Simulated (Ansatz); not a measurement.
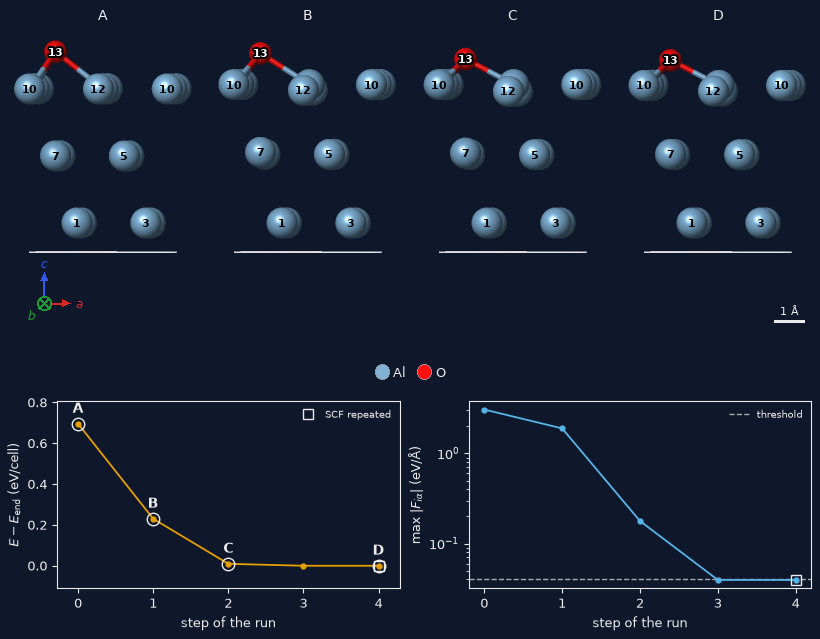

Frames of a constrained relaxation of a slab of composition Al$_{12}$O (cut from the Fm-3m phase), marked on the history of the run. The picture is a ball-and-stick view of the cell of the calculation, outlined in the plane, without the vacuum, seen from a free direction.

Case: 1 O a cell, anchor, over a hollow Al-Al-Al site. The slab is the (1 1 1) face of Al with O on it. 4 atoms are held fixed.

Theory: Ansatz, DFT PBE+D3(BJ), scalar-relativistic, plane waves, PAW.

Input
```yaml
crystal:
  lattice:
    - [5.6324246406, 0.0, 0.0]
    - [-2.8162123203, 4.8778228237, 0.0]
    - [0.0, 0.0, 22.5988554614]
  atoms:
    - { symbol: Al, position: [0.3333333333, 0.1666666667, 0.3540002286] }
    - { symbol: Al, position: [0.3333333333, 0.6666666667, 0.3540002286] }
    - { symbol: Al, position: [0.8333333333, 0.1666666667, 0.3540002286] }
    - { symbol: Al, position: [0.8333333333, 0.6666666667, 0.3540002286] }
    - { symbol: Al, position: [0.6666666667, 0.3333333333, 0.4557499714] }
    - { symbol: Al, position: [0.6666666667, 0.8333333333, 0.4557499714] }
    - { symbol: Al, position: [0.1666666667, 0.3333333333, 0.4557499714] }
    - { symbol: Al, position: [0.1666666667, 0.8333333333, 0.4557499714] }
    - { symbol: Al, position: [0.0, 0.5, 0.5574997142] }
    - { symbol: Al, position: [0.0, 0.0, 0.5574997142] }
    - { symbol: Al, position: [0.5, 0.5, 0.5574997142] }
    - { symbol: Al, position: [0.5, 0.0, 0.5574997142] }
    - { symbol: O, position: [0.1666666667, 0.3333333333, 0.6136972505], spin: 2.0 }
basis:
  ecutwfc: 420
kpoints:
  mp_grid: { grid: [4, 4, 1] }
hamiltonian:
  xc: pbe
  dispersion: d3bj
scf:
  occupations: { method: gaussian, width: 0.1 }
output:
  forces: true
  eigenvalues: true
  populations: true
  write_density: true
  write_potential: true
  elf: true
  volumetric_format: npy
magnetization:
  spin_polarized: true
relax:
  adjacent_minimum: "off"
  f_tol: 0.04
  max_steps: 100
  constraints: [{ sites: [0, 1, 2, 3] }]
efield:
  axis: 3
  dipole_correction: true
  ramp_width: 0.04
```

Run as
```bash
ansatz run input.yaml --threads 4 --pin off --max-ram 10240MiB --backend cpu --events-out ev --progress --plain --runs-dir out
```

What happens along the run?

Answer. O13 moves most: 0.29 Å along the normal (−c). By element the largest moves are O 0.29 Å, Al 0.12 Å. The cell stays as it was. Among the contacts that change: Al10–O13 2.063 → 1.873 Å. Among the angles between lasting bonds that change: Al9–O13–Al10 86.1° → 100.7°. Over 3 accepted moves (4 points after the start) the energy falls by 0.696 eV per cell of the calculation. The largest force component goes from 3.1 to 0.039 eV/Å. 1 step only repeated the SCF at the same geometry. The program noted that the starting moments weren't kept. The run took 30 s on 4 threads of Intel(R) Xeon(R) Platinum 8488C (Sapphire Rapids), on a shared host, peak memory 1.1 GiB. From step 0 to 1: Al atoms move most (0.15 Å), energy −0.466 eV per cell of the calculation. From step 1 to 2: O13 moves most (0.20 Å), energy −0.221 eV per cell of the calculation. From step 2 to 4: Al7 moves most (0.05 Å), energy −9.5 meV per cell of the calculation.

```csv
step,"E − E(0), meV/atom","largest force component, eV/Å",note
0,0.00,3.0647,
1,-35.82,1.8948,
2,-52.80,0.1779,
3,-53.52,0.0395,
4,-53.52,0.0394,"same geometry, SCF repeated"
```

Limits of the set-up: the periodic images lie only 5.6 Å apart, so the values are limited by the cell's size.
